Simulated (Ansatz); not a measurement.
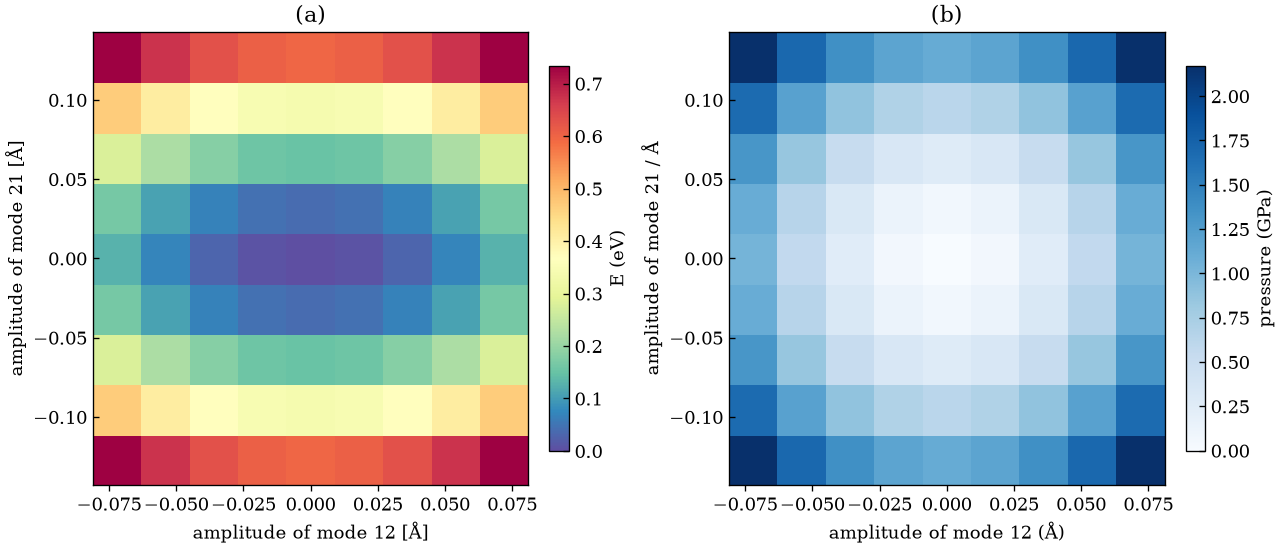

MgO (P6_3/mmc, No. 194; 8 atoms in the cell). The energy is mapped over two normal modes frozen in (zone-centre modes of the 8-atom cell of this scan, which folds in the wave vector (0, 1/2, 1/2) of the primitive cell). First axis: amplitude of mode 12 (345 cm⁻¹), largest displacement. Second axis: amplitude of mode 21 (487 cm⁻¹), largest displacement. Nothing is relaxed (the cell and all other modes fixed). Grid: 9 × 9 points; 25 points were computed and 56 follow by symmetry. Points are written as (first, second). Energies: eV per cell, counted from the lowest grid point. Theory: Ansatz 0.2.0, DFT PBE, scalar-relativistic, plane waves, PAW. Settings: cutoff 520 eV, k-mesh 8×8×8, gaussian smearing 0.05 eV, no spin polarisation.

Panel (a) is the energy and panel (b) the computed pressure on the same grid.

The picture shows one coloured cell a grid point.

**How does the pressure vary over the map, and what is it at the lowest grid point?**

It runs from 0.00 GPa at (0.000 Å, 0.000 Å) to 2.17 GPa at (−0.072 Å, −0.127 Å). At the lowest grid point, (0.000 Å, 0.000 Å), it is 0.00 GPa.

PAW datasets: the set soft_1.
